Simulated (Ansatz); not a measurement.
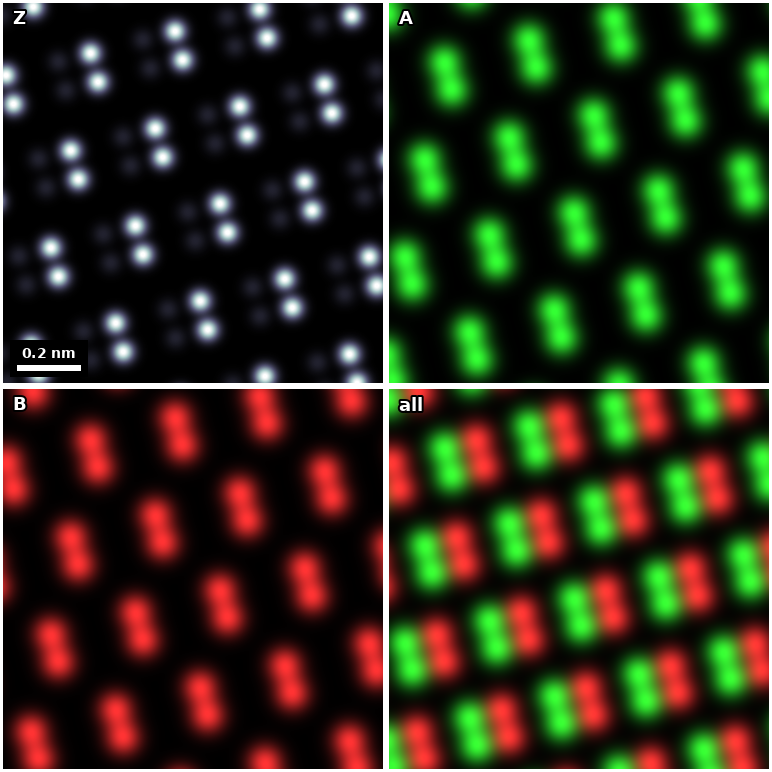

ZnO (P6_3mc, No. 186) along [101]. Panel Z: The image is simulated as a sum over atoms of Z^1.8, blurred by a 0.50 Å probe (no channelling). The display is stretched by a gamma of 0.8; percentages refer to the linear signal. The other panels are simulated element maps (the number of atoms of one element along the beam, blurred by 0.9 Å; each on its own scale, no channelling); the last overlays them. Structure used: coordinates from a relaxation with Ansatz, DFT, HSE06, plane waves, PAW.

```
CELL_PARAMETERS angstrom
3.25015 0.00000 0.00000
-1.62507 2.81471 0.00000
0.00000 0.00000 5.22162
ATOMIC_POSITIONS crystal
Zn 0.33333 0.66667 0.49924
Zn 0.66667 0.33333 0.99924
O 0.66667 0.33333 0.37977
O 0.33333 0.66667 0.87977
```

Q: Which element does each lettered map show?

A: O, B: Zn. The projected cell (2.76 × 3.13 Å, 116°) holds 4 columns: 2 of Zn and 2 of O. No column is shared by two of the mapped elements.
